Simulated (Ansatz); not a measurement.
Run report: Al, band-structure calculation

- system: Al (P6/mmm, 2 atoms in the cell)
- method: DFT PBE, scalar-relativistic, plane waves, PAW, no spin polarisation (Ansatz 0.2.0)

The structure was made by a generator, so it may or may not be a known phase. Figures and captions count atoms from 1; the log counts them from 0 in places.

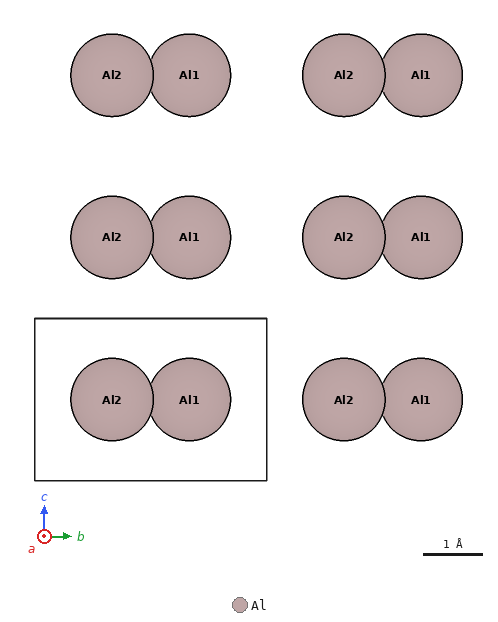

Fig. 1: The structure (spheres-only view of the cell of the calculation, repeated 1 × 2 × 3, along the a axis; atoms are numbered from 1 in the order of the input).

### Input
```yaml
crystal:
  lattice:
    - [4.5467311772, 0.0, 0.0]
    - [-2.2733655886, 3.9375847036, 0.0]
    - [0.0, 0.0, 2.7539328018]
  atoms:
    - { symbol: Al, position: [0.3333333333, 0.6666666667, 0.5] }
    - { symbol: Al, position: [0.6666666667, 0.3333333333, 0.5] }
basis:
  ecutwfc: 420
kpoints:
  mp_grid: { grid: [15, 15, 20] }
  band_path:
    path:
      - [[0.0, 0.0, 0.0], [0.5, 0.0, 0.0], [0.33333333, 0.33333333, 0.0], [0.0, 0.0, 0.0], [0.0, 0.0, 0.5], [0.5, 0.0, 0.5], [0.33333333, 0.33333333, 0.5], [0.0, 0.0, 0.5]]
      - [[0.5, 0.0, 0.5], [0.5, 0.0, 0.0]]
      - [[0.33333333, 0.33333333, 0.5], [0.33333333, 0.33333333, 0.0]]
    npoints: 14
hamiltonian:
  xc: pbe
scf:
  occupations: { method: gaussian, width: 0.1 }
  n_extra_bands: 6
output:
  forces: true
  stress: true
  eigenvalues: true
  populations: true
  dos: { projected: true, de: 0.02, nscf_kmesh: { grid: [18, 18, 24] } }
  bader: true
  write_density: true
  write_potential: true
  elf: true
  volumetric_format: npy
```

Run as:
```bash
ansatz run input.yaml --threads 1 --pin off --max-ram 2048MiB --backend cpu --events-out ev --progress --plain --runs-dir out
```

### Output
```
scf.n_extra_bands = 6 over 3 filled bands (N_el = 6.0): the run solves 9 bands
Engine: ansatz 0.2.0, x86_64-unknown-linux-gnu
Pseudopotentials: kind: paw
Pseudopotential: Al, paw, valence charge 3, recommended cutoff 420 eV (normal), Al.paw.azcp
Functional definition: PBE
  parameter kappa = 0.804
  parameter beta = 0.06672455060314922
  exchange = pbe_x(kappa = kappa, mu = beta*pi^2/3)
  correlation = pbe_c(beta = beta)
Crystal: 2 atoms, lattice volume = 49.304 Å³
Basis set: ecut = 420 eV, 951 PW (Γ), exchange–correlation on 64×64×40 points (8 copies of the dense FFT grid, shifted against one another)
Bands: 9, of which v1, the nominal top of the filled ones, is band 3 counted from 1 (2 counted from 0)
Symmetry: 24 space group operations
Space group: P6/mmm (ITA 191), of the structure as read, at distance tolerance 3.7e-5 Å
k-points: 297 of 4500
Non-local potential: Al, projectors of the file, l = 0: 2, l = 1: 2, l = 2: 1
PAW form: soft (Blöchl's): semilocal exchange-correlation on the pseudo side does not see the compensation charge
PAW one-centre angular grid: Al, 110 points (default); XC on 64 Gauss nodes
Initial density: superposition of atomic densities (neutral atoms: chi_scale 0, normalization atom), corrected by the library's trained network
Initial wavefunctions: pseudopotential atomic-orbital guess
Functional: x = pbe(κ = 0.804, μ = 0.2195149727645171), c = pbe(β = 0.06672455060314922)
SCF iter   1: F=—  HF=-1074.011479 eV  |F-HF|=—  |Δ(HF+E_count)|=         —  Δρ=2.15e-3  dr2=3.06e-3  ethr=1.77e-3  ⟨swp⟩=5.5  Hψ=21056  notcnv=0  defer=1
preconditioner: auto → none  [metal: Δε(μ)=0.024 eV  Ē_g=8.875 eV  σ=0.100 eV  W_gap=0.14  n_scr=6 (ndim 8)  ℏωp=13.0 eV  f_vac=0.000  D(μ)=0.78/eV (n_scr^D=6)  sad-step TF]
SCF iter   2: F=—  HF=-1074.011254 eV  |F-HF|=—  |Δ(HF+E_count)|=   2.24e-4  Δρ=1.26e-3  dr2=1.08e-3  ethr=5.10e-5  ⟨swp⟩=1.1  Hψ=5095  notcnv=0  defer=1
SCF iter   3: F=—  HF=-1074.011164 eV  |F-HF|=—  |Δ(HF+E_count)|=   9.00e-5  Δρ=5.58e-5  dr2=2.83e-6  ethr=1.79e-5  ⟨swp⟩=2.0  Hψ=2976  notcnv=0  defer=1
SCF iter   4: F=—  HF=-1074.011218 eV  |F-HF|=—  |Δ(HF+E_count)|=   5.39e-5  Δρ=1.35e-5  dr2=9.96e-8  ethr=4.72e-8  ⟨swp⟩=2.4  Hψ=3120  notcnv=0  defer=1
iter 5 did not close the SCF: its close was put off for the readings that it lacked (scf_convergence_deferred on its scf_iter line)
SCF iter   5: F=-1074.011218 eV  HF=-1074.011218 eV  |F-HF|=5.85e-9  |Δ(HF+E_count)|=   3.23e-7  Δρ=2.29e-6  dr2=2.92e-9  ethr=1.66e-9  ⟨swp⟩=2.1  Hψ=3132  notcnv=0  defer=1
SCF iter   6: F=-1074.011218 eV  HF=-1074.011218 eV  |F-HF|=5.16e-11  |Δ(HF+E_count)|=   7.27e-9  Δρ=2.75e-7  dr2=3.59e-11  ethr=4.87e-11  ⟨swp⟩=8.4  Hψ=15769  notcnv=0
SCF 1 converged in 6 iterations: F = -1074.011218 eV  dr2 = 3.59e-11
  greatest PAW one-centre occupation: 0.482 electrons in one spin orbital (limit 2), on the Al atom at site 1 (counted from 0), in its partial waves of l = 0
NSCF: frozen V_eff on 129 k-points
NSCF: frozen V_eff on 481 k-points
SCF converged after 6 iterations
Free energy (F): -1074.011218 eV
Harris-Foulkes:  -1074.011218 eV  (|F-HF|=5.16e-11)
Internal energy: -1074.007283 eV  (E = F + TS)
E sigma→0 (E₀):  -1074.009251 eV
Entropy (-TS):   -0.003935 eV (-1.968 meV/atom)
Fermi energy:    3.923205 eV
--- Per-component energies (eV) ---
  E_band       = 1.767694
  E_kinetic    = 40.989256
  E_local      = -11.377888  (includes V_loc(G=0)·N_el)
  E_nonlocal   = 21.969074
  E_hartree    = 5.956861
  E_xc         = -76.755253
  E_vxc        = -54.236712  (∫ρ·V_xc dr)
  E_paw        = -934.834517  (= ΣΔE_a)
  E_vpaw       = -7.489743  (= ΣTr[D̂ρ^β])
  E_aug_tail   = -0.000004  (compensation charges beyond the density's cutoff)
  E_ewald      = -119.954812
  E_smearing   = -0.003935  (= −TS)
  E_closure    = 0.000000  (closes the sum)
  Σ components = -1074.011218   (vs F -1074.011218, Δ=0.00e0)
--- Forces (eV/Å), atoms counted from 1 ---
  atom   1  Al     0.00000000    -0.00000000     0.00000000
  atom   2  Al     0.00000000     0.00000000     0.00000000
  max |Σ_I F_I| component: 2.78e-17 eV/Å
--- Stress (GPa, compression-positive) ---
       -0.010319      -0.000000       0.000000
       -0.000000      -0.010319       0.000000
        0.000000       0.000000      -0.003586
  P = ⅓ Tr σ = -0.0081 GPa (-0.081 kbar)
--- Band table (eV; the first three rows and the last of 297) ---
  k-point 0: bands = ["-4.8664", "3.0544", "3.0544", "3.3575", "6.1274", "6.1274", "9.3838", "13.1971", "13.7641"]
  k-point 1: bands = ["-4.8181", "3.0972", "3.0972", "3.4036", "6.1723", "6.1723", "9.3565", "11.9642", "15.1125"]
  k-point 2: bands = ["-4.6734", "3.2254", "3.2254", "3.5414", "6.3067", "6.3067", "9.0965", "10.8408", "16.7568"]
  k-point 296: bands = ["1.8275", "1.8275", "2.4720", "2.4720", "4.1366", "6.6208", "11.5728", "12.4446", "12.4446"]
--- Löwdin populations: 2 sites ---
  site symbol       q [e]
     0     Al      2.9693
     1     Al      2.9693
  spilling = 0.010219 (of n_electrons = 6.000000)
--- Bader charges: 2 sites ---
  site symbol  charge [e]  shift [e]
     0     Al      0.0000     0.0000
     1     Al      0.0000     0.0000
  estimated error of the sums over rays = 2.2e-6 e
```

### File bader_charges.tsv
```
# site	symbol	x_ang	y_ang	z_ang	partial_charge_e	electrons	volume_ang3	relative_density_drop	shared_charge_e	partial_wave_shift_e
# quadrature_error_electrons = 2.2e-6
0	Al	0.0000	2.6251	1.3770	0.00000	13.00000	24.65	-	0.00000	0.00000
1	Al	2.2734	1.3125	1.3770	0.00000	13.00000	24.65	-	0.00000	0.00000
```

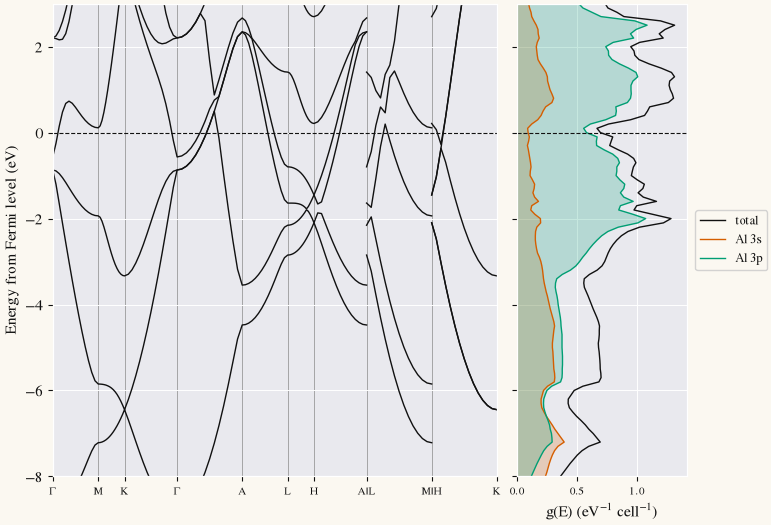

Fig. 2: Band structure along Γ–M–K–Γ–A–L–H–A|L–M|H–K and density of states (projected on Löwdin-orthogonalised atomic shells), with energies from the Fermi level. Bands cross the Fermi level: a metal at this level of theory.

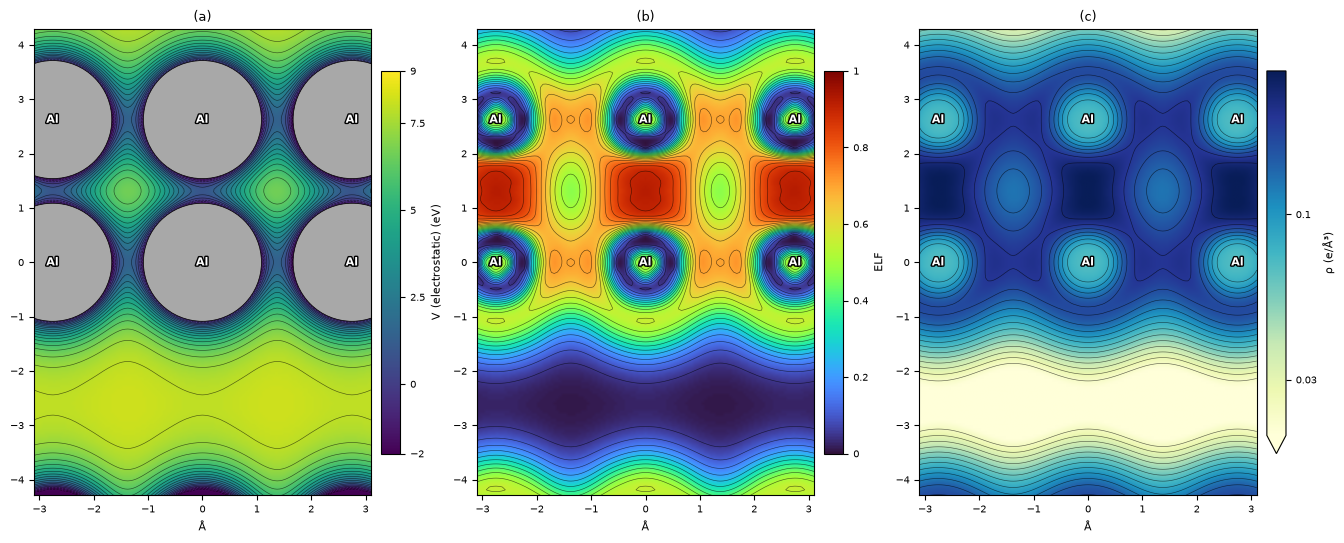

Fig. 3: (a) electrostatic potential (local pseudopotential plus Hartree) felt by an electron; (b) ELF; (c) valence pseudo-density on the (110) plane of the conventional cell. Grey discs, where drawn, cover atomic cores. The section cuts through Al sites. Al–Al (2.63 Å): ρ is about 0.28 e/Å³ halfway; the ELF peaks at about 0.90 between the atoms, which marks localised, shared-pair bonding. Away from the nuclei the density in this plane falls to 0.01 e/Å³ at its lowest. Outside the cores the potential energy rises away from the atoms and is highest about 3.0 Å from the nearest atoms; outside the discs it spans about 10 eV, and its zero is arbitrary. In a PAW calculation such maps are meaningful between the atoms, not at the nuclei.

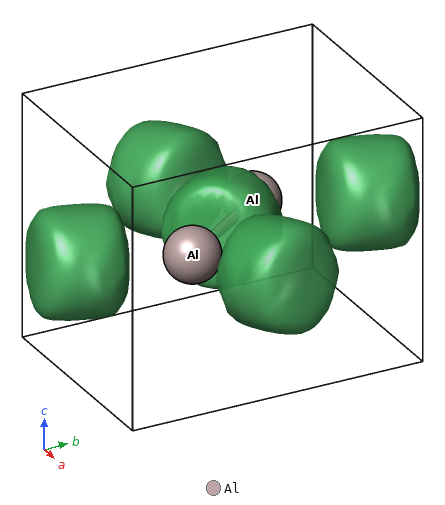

Fig. 4: Isosurface of the ELF at 0.8 (green), seen slightly off an axis. Core shells and regions of very low density are left out. Sticks mark near contacts. The outline is the cell set on symmetry axes. Values along the shortest contacts: Al–Al (2.75 Å): the ELF peaks at about 0.70 between the atoms (a shared electron pair).

### Results in brief

| quantity | value |
| --- | --- |
| outcome | converged |
| space group (tolerance 0.01 Å) | P6/mmm (191) |
| electrons treated | 6 |
| free energy | −1074.0112 eV |
| Fermi energy | 3.923 eV |
| gap on the k-point mesh | none (metallic) |
| pressure | −0.01 GPa |
| largest force (length of the vector) | under 0.001 eV/Å |
| hardware | 1 thread of Intel Xeon (Sapphire Rapids), 64 GiB of memory available, shared host |
| wall time | 19 s |
| peak memory | 0.53 GiB |
